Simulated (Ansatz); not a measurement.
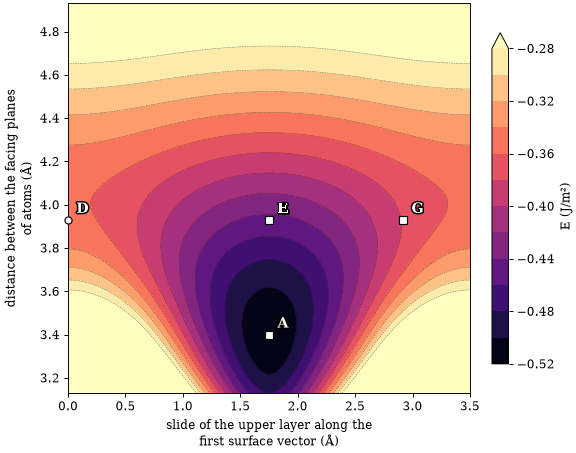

A bilayer of two Te₂Mo sheets (1H type) (6 atoms in the cell). The upper layer of a bilayer is slid along a line and lifted, both layers rigid. First axis: slide of the upper layer along the first surface vector, from Te4 above Te3. Second axis: distance between the facing planes of atoms. The grid has 6 × 6 points; 24 points were computed and 12 follow by symmetry. Points are written as (first, second). All energies are given in J/m² relative to the two layers apart. Method: Ansatz 0.2.0, DFT PBE+D3(BJ), scalar-relativistic, plane waves, PAW. Settings: cutoff 420 eV, k-mesh 9×9×1, gaussian smearing 0.05 eV, no spin polarisation.

In the figure: filled contours, one colour for all values above the top of the scale, lettered points. Between grid points the surface is interpolated.

**Is E the lowest point of the computed grid?**

No. E lies 0.071 J/m² above the lowest grid point, which is at (1.75 Å, 3.40 Å).

**What kind of point is each of A, D, E: minimum, saddle, maximum or slope?**

A: minimum; D: saddle point; E: on a slope. (In these two coordinates alone; a stationary point may lie a little off the grid point.)

PAW datasets: the set soft_1.
